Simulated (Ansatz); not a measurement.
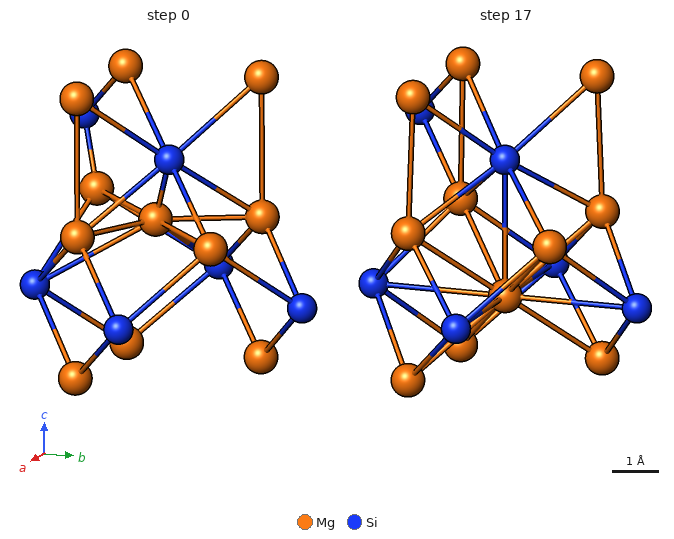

The structure of a defect cell of composition Mg65Si32 before (left) and after (right) a relaxation, at one scale.

The picture is a ball-and-stick view of the atoms within 4.2 Å of the atom that moves most (axes of the cell of the calculation (origin shifted)), seen slightly off an axis.

All numbers below come from DFT, PBEsol, PAW, plane waves (Ansatz 0.2.0). Settings: plane-wave cutoff 420 eV; k-point mesh 1 × 1 × 1; mesh shifted by (0.25, 0.25, 0.25); collinear spin; atoms relaxed in a fixed cell; force threshold 0.03 eV/Å; at most 80 steps.

**Describe what moved and what it gained.**

The largest move is that of a Mg atom, 1.72 Å along [1 1 −3]. By element the largest moves are Mg 1.72 Å, Si 0.09 Å. The lattice vectors keep their values. Among the contacts that change: Mg–Si 1.687 → 3.093 Å, Mg–Si 4.129 → 2.741 Å, Mg–Mg 3.999 → 2.889 Å, Mg–Mg 3.970 → 2.889 Å. Bond angles that change, for instance: Mg–Mg–Mg 179.7° → 109.5°, Si–Mg–Si 132.1° → 89.5°, Mg–Mg–Mg 107.7° → 70.6°. Over 17 geometry steps the energy falls by 15.180 eV per cell of the calculation. The largest force component goes from 19 to 0.024 eV/Å. The program noted that the starting moments weren't kept. Cost: 23 s on 1 × NVIDIA GB200 with 8 threads of Arm Neoverse-V2, peak memory 2.2 GiB.
